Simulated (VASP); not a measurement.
```
Ca F
1.0
     5.42000    0.00000    0.00000
     0.00000    5.42000    0.00000
     0.00000    0.00000    5.42000
Ca F
4 8
Direct
  0.00000 0.00000 0.00000
  0.50000 0.50000 0.00000
  0.50000 0.00000 0.50000
  0.00000 0.50000 0.50000
  0.25000 0.25000 0.25000
  0.75000 0.75000 0.25000
  0.75000 0.25000 0.75000
  0.25000 0.75000 0.75000
  0.75000 0.25000 0.25000
  0.25000 0.75000 0.25000
  0.25000 0.25000 0.75000
  0.75000 0.75000 0.75000
```

Space group Fm-3m; a generated structure, not necessarily the stable one; computed pressure about 5 GPa in this cell.

Computed with VASP, Kohn-Sham DFT of a periodic cell, PBE, VASP PAW PBE potentials, recommended.

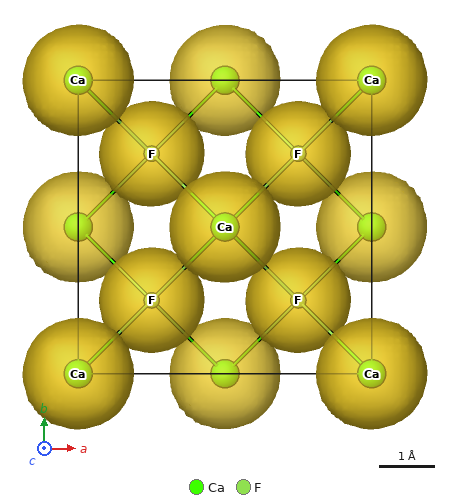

CaF2. Isosurface of the valence charge density (pseudo) at 0.3 e/Å³ (yellow), seen along the c axis. Sticks mark near contacts.

In a PAW calculation such maps are meaningful between the atoms, not at the nuclei.

Question: What does this surface tell about the bonding?

Answer: At this value the density breaks into separate islands; it holds about 90 % of the electrons treated as valence. It bridges none of the near contacts. It is pinched off along the shortest Ca–F (2.35 Å) contacts. On the grid the lowest density along these lines, outside the cores, is 0.23 e/Å³ (Ca–F, 2.35 Å).

Question: Does the calculation give a band gap?

Answer: It is gapped, with a Kohn–Sham gap of 7.4 eV on the k-point mesh, an upper bound to the gap of this method.
